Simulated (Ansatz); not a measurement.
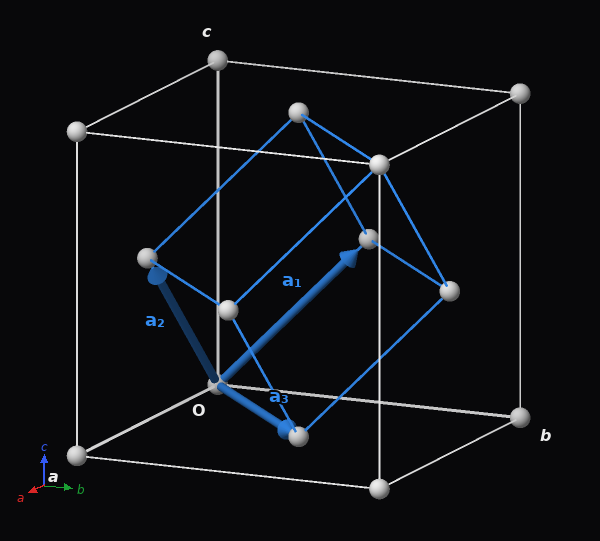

Crystal: HgTe, a calculation's input that goes back to an entry of the Crystallography Open Database (an earlier step may have relaxed or displaced it). The conventional cell (thin) and a primitive cell (coloured, vectors a₁, a₂, a₃), with the lattice points alone. All values are computed from the atomic coordinates in the standard setting (tolerance 0.002 Å).

a = 6.447 Å, b = 6.447 Å, c = 6.447 Å, α = 90.00°, β = 90.00°, γ = 90.00°.

Question: What is the centring, and how are the primitive vectors built?

Answer: F, face-centred cubic, with lattice points at (0, 0, 0), (1/2, 1/2, 0), (1/2, 0, 1/2), (0, 1/2, 1/2). a₁ = 1/2 b + 1/2 c; a₂ = 1/2 a + 1/2 c; a₃ = 1/2 a + 1/2 b.

Question: Give the primitive cell's size and content.

Answer: Edges 4.559, 4.559, 4.559 Å; angles 60.00°, 60.00°, 60.00°; volume 66.99 Å³, 1/4 of the conventional cell; 2 of its 8 atoms.
